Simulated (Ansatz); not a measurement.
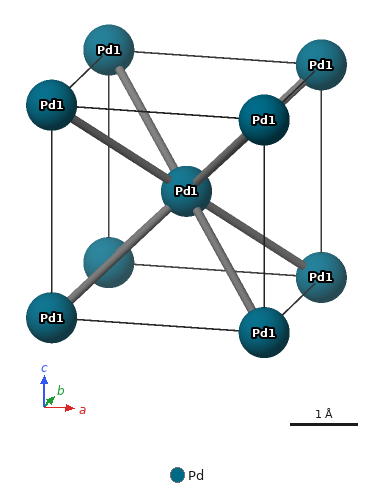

**Figure 1.** The structure as given in the input (ball-and-stick view of the cell 2 times as large as that of the calculation, set on its symmetry axes, seen slightly off an axis; atoms are numbered from 1 in the order of the input). Near neighbours in the crystal (not all of them lie inside the picture): Pd has 8 Pd at 2.86 Å.

## Pd: a changed input and its effect

System: Pd (Im-3m, 1 atom in the cell).
Method of the first run: DFT PBEsol, scalar-relativistic, plane waves, PAW, no spin polarisation (Ansatz 0.2.0).

The structure derives from a Materials Project entry. Text and figures count atoms from 1; the logs count them from 0 in places.

## The input, the first run
```yaml
crystal:
  lattice:
    - [-1.6490869269, 1.6490869269, 1.6490869269]
    - [1.6490869269, -1.6490869269, 1.6490869269]
    - [1.6490869269, 1.6490869269, -1.6490869269]
  atoms:
    - { symbol: Pd, position: [0.0, 0.0, 0.0] }
basis:
  ecutwfc: 420
kpoints:
  mp_grid: { grid: [18, 18, 18] }
hamiltonian:
  xc: pbesol
scf:
  occupations: { method: gaussian, width: 0.1 }
output:
  forces: true
  stress: true
  eigenvalues: true
```

Launched with:
```bash
ansatz run input.yaml --threads 1 --pin off --max-ram 1331MiB --backend cpu --events-out ev --progress --plain --runs-dir out
```

Hardware: 1 thread of an x86-64 CPU, shared host.

## Output, shortened to warnings, some set-up lines, iterations and results (the first run)
```
Basis set: ecut = 420 eV, 369 PW (Γ), exchange–correlation on 40×40×40 points (8 copies of the dense FFT grid, shifted against one another)
Symmetry: 48 space group operations
k-points: 195 of 5832
Initial density: superposition of atomic densities (neutral atoms: chi_scale 0, normalization atom), corrected by the library's trained network
[...]
SCF iter   1: F=—  HF=-6906.308735 eV  |F-HF|=—  |Δ(HF+E_count)|=         —  Δρ=1.19e-2  dr2=2.45e-2  ethr=1.77e-3  ⟨swp⟩=5.0  Hψ=14531  notcnv=0
SCF iter   2: F=—  HF=-6906.302823 eV  |F-HF|=—  |Δ(HF+E_count)|=   5.91e-3  Δρ=2.42e-3  dr2=7.99e-4  ethr=1.36e-4  ⟨swp⟩=1.3  Hψ=4191  notcnv=0
SCF iter   3: F=—  HF=-6906.302624 eV  |F-HF|=—  |Δ(HF+E_count)|=   2.00e-4  Δρ=1.00e-3  dr2=1.03e-4  ethr=4.44e-6  ⟨swp⟩=1.1  Hψ=2605  notcnv=0
SCF iter   4: F=—  HF=-6906.302612 eV  |F-HF|=—  |Δ(HF+E_count)|=   1.20e-5  Δρ=2.08e-4  dr2=3.86e-6  ethr=5.73e-7  ⟨swp⟩=1.6  Hψ=3147  notcnv=0
SCF iter   5: F=—  HF=-6906.302611 eV  |F-HF|=—  |Δ(HF+E_count)|=   3.65e-7  Δρ=4.96e-5  dr2=3.04e-7  ethr=2.14e-8  ⟨swp⟩=2.8  Hψ=4387  notcnv=0
SCF iter   6: F=-6906.302611 eV  HF=-6906.302611 eV  |F-HF|=7.65e-10  |Δ(HF+E_count)|=   3.60e-8  Δρ=4.84e-6  dr2=1.87e-9  ethr=5.56e-10  ⟨swp⟩=4.8  Hψ=10322  notcnv=0
SCF 1 converged in 6 iterations: F = -6906.302611 eV  dr2 = 1.87e-9
SCF converged after 6 iterations
Free energy (F): -6906.302611 eV
Harris-Foulkes:  -6906.302611 eV  (|F-HF|=7.65e-10)
Internal energy: -6906.294127 eV  (E = F + TS)
E sigma→0 (E₀):  -6906.298369 eV
Entropy (-TS):   -0.008485 eV (-8.485 meV/atom)
Fermi energy:    14.939841 eV
--- Per-component energies (eV) ---
  E_band       = -212.351629
  E_kinetic    = 509.938662
  E_local      = -2019.882986  (includes V_loc(G=0)·N_el)
  E_nonlocal   = 220.068763
  E_hartree    = 807.821348
  E_xc         = -165.553985
  E_vxc        = -208.318387  (∫ρ·V_xc dr)
  E_paw        = -3685.020420  (= ΣΔE_a)
  E_vpaw       = -329.799960  (= ΣTr[D̂ρ^β])
  E_aug_tail   = 0.000216  (compensation charges beyond the density's cutoff)
  E_ewald      = -2573.968249
  E_core_change = 0.302524  (= ΣΔE_core)
  E_smearing   = -0.008485  (= −TS)
  E_closure    = 0.000000  (closes the sum)
  Σ components = -6906.302611   (vs F -6906.302611, Δ=0.00e0)
--- Forces (eV/Å), atoms counted from 1 ---
  atom   1  Pd     0.00000000    -0.00000000     0.00000000
  max |Σ_I F_I| component: 1.31e-31 eV/Å
--- Stress (GPa, compression-positive) ---
      -23.092927      -0.000000       0.000000
       -0.000000     -23.092927       0.000000
        0.000000       0.000000     -23.092927
  P = ⅓ Tr σ = -23.0929 GPa (-230.929 kbar)
```

The input of the second run differs as follows (lines with − go, lines with + come):
```diff
-    - [-1.6490869269, 1.6490869269, 1.6490869269]
-    - [1.6490869269, -1.6490869269, 1.6490869269]
-    - [1.6490869269, 1.6490869269, -1.6490869269]
+    - [-1.5928778811, 1.5928778811, 1.5692936661]
+    - [1.5928778811, -1.5928778811, 1.5692936661]
+    - [1.5928778811, 1.5928778811, -1.5692936661]
-  mp_grid: { grid: [18, 18, 18] }
+  mp_grid: { grid: [16, 16, 16] }
+  populations: true
```

Predict how the results change.

With the same functional and potentials, the second run lies 234.9 meV per atom lower (other lines of the input change too). The pressure goes from −23.09 to −13.00 GPa. The volume per atom goes from 17.94 to 15.93 Å³. The number of SCF iterations is the same. The irreducible k-points go from 195 to 349. The plane waves at Γ go from 369 to 321.

## Output, shortened to warnings, some set-up lines, iterations and results (the second run)
```
Basis set: ecut = 420 eV, 321 PW (Γ), exchange–correlation on 40×40×40 points (8 copies of the dense FFT grid, shifted against one another)
Symmetry: 16 space group operations
k-points: 349 of 4096
Initial density: superposition of atomic densities (neutral atoms: chi_scale 0, normalization atom), corrected by the library's trained network
[...]
SCF iter   1: F=—  HF=-6906.540531 eV  |F-HF|=—  |Δ(HF+E_count)|=         —  Δρ=9.37e-3  dr2=1.14e-2  ethr=1.77e-3  ⟨swp⟩=5.0  Hψ=26041  notcnv=0
SCF iter   2: F=—  HF=-6906.538395 eV  |F-HF|=—  |Δ(HF+E_count)|=   2.14e-3  Δρ=5.09e-3  dr2=3.14e-3  ethr=6.34e-5  ⟨swp⟩=2.7  Hψ=10290  notcnv=0
SCF iter   3: F=—  HF=-6906.537504 eV  |F-HF|=—  |Δ(HF+E_count)|=   8.91e-4  Δρ=1.48e-3  dr2=5.41e-5  ethr=1.74e-5  ⟨swp⟩=2.1  Hψ=6195  notcnv=0
SCF iter   4: F=—  HF=-6906.537536 eV  |F-HF|=—  |Δ(HF+E_count)|=   3.21e-5  Δρ=7.04e-5  dr2=2.43e-7  ethr=3.01e-7  ⟨swp⟩=1.9  Hψ=5981  notcnv=0
SCF iter   5: F=-6906.537537 eV  HF=-6906.537537 eV  |F-HF|=9.17e-9  |Δ(HF+E_count)|=   1.64e-7  Δρ=2.04e-5  dr2=2.04e-8  ethr=1.35e-9  ⟨swp⟩=2.5  Hψ=7551  notcnv=0
SCF iter   6: F=-6906.537537 eV  HF=-6906.537537 eV  |F-HF|=4.73e-11  |Δ(HF+E_count)|=   1.01e-8  Δρ=1.08e-6  dr2=6.62e-11  ethr=1.13e-10  ⟨swp⟩=1.2  Hψ=13665  notcnv=0
SCF 1 converged in 6 iterations: F = -6906.537537 eV  dr2 = 6.62e-11
SCF converged after 6 iterations
Free energy (F): -6906.537537 eV
Harris-Foulkes:  -6906.537537 eV  (|F-HF|=4.73e-11)
Internal energy: -6906.529760 eV  (E = F + TS)
E sigma→0 (E₀):  -6906.533648 eV
Entropy (-TS):   -0.007777 eV (-7.777 meV/atom)
Fermi energy:    17.702534 eV
--- Per-component energies (eV) ---
  E_band       = -169.177853
  E_kinetic    = 511.945504
  E_local      = -1856.188488  (includes V_loc(G=0)·N_el)
  E_nonlocal   = 219.627261
  E_hartree    = 747.549661
  E_xc         = -166.773796
  E_vxc        = -209.956031  (∫ρ·V_xc dr)
  E_paw        = -3684.923584  (= ΣΔE_a)
  E_vpaw       = -329.705369  (= ΣTr[D̂ρ^β])
  E_aug_tail   = 0.000208  (compensation charges beyond the density's cutoff)
  E_ewald      = -2678.069050
  E_core_change = 0.302524  (= ΣΔE_core)
  E_smearing   = -0.007777  (= −TS)
  E_closure    = 0.000000  (closes the sum)
  Σ components = -6906.537537   (vs F -6906.537537, Δ=0.00e0)
--- Forces (eV/Å), atoms counted from 1 ---
  atom   1  Pd     0.00000000    -0.00000000     0.00000000
  max |Σ_I F_I| component: 2.47e-32 eV/Å
--- Stress (GPa, compression-positive) ---
      -12.908867      -0.000000       0.000000
       -0.000000     -12.908867      -0.000000
       -0.000000      -0.000000     -13.185980
  P = ⅓ Tr σ = -13.0012 GPa (-130.012 kbar)
--- Löwdin populations: 1 site ---
  site symbol       q [e]
     0     Pd     17.3847
  spilling = 0.034184 (of n_electrons = 18.000000)
```

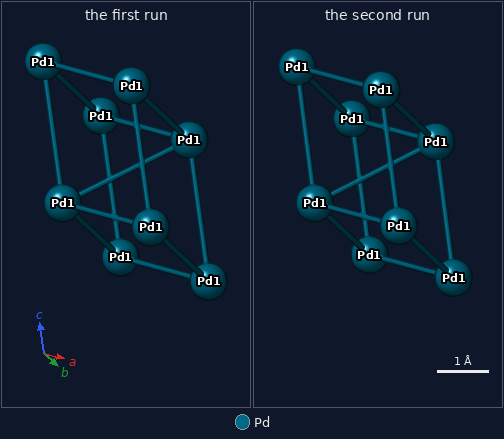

**Figure 2.** The two input geometries at one scale (ball-and-stick view of the cell of the calculation, seen at an oblique angle). The atoms keep their places relative to the cell (all moves are under 0.005 Å). Cell: a = b = c 2.856 → 2.745 Å (−3.9 %), α 109.5° → 109.1°, β 109.5° → 109.1°, γ 109.5° → 110.3°. Volume −11.2 %. Among the contacts that change: Pd1–Pd1 2.856 → 2.745 Å.

## The two runs side by side

```csv
quantity,the first run,the second run
outcome,converged,converged
free energy per atom (eV),−6906.3026,−6906.5375
"energy per atom, smearing taken to zero (eV)",−6906.2984,−6906.5336
gap on the mesh (eV),0.00,0.00
pressure (GPa),−23.09,−13.00
volume per atom (Å³),17.94,15.93
largest force (eV/Å),0.000,0.000
SCF iterations,6,6
irreducible k-points,195,349
plane waves at Γ,369,321
wall time (shared host),4.4 s,8.3 s
```

For the first run: The cell is under a tension of 23 GPa at this level, so it is not at its equilibrium volume. For the second run: The cell is under a tension of 13.0 GPa at this level, so it is not at its equilibrium volume.
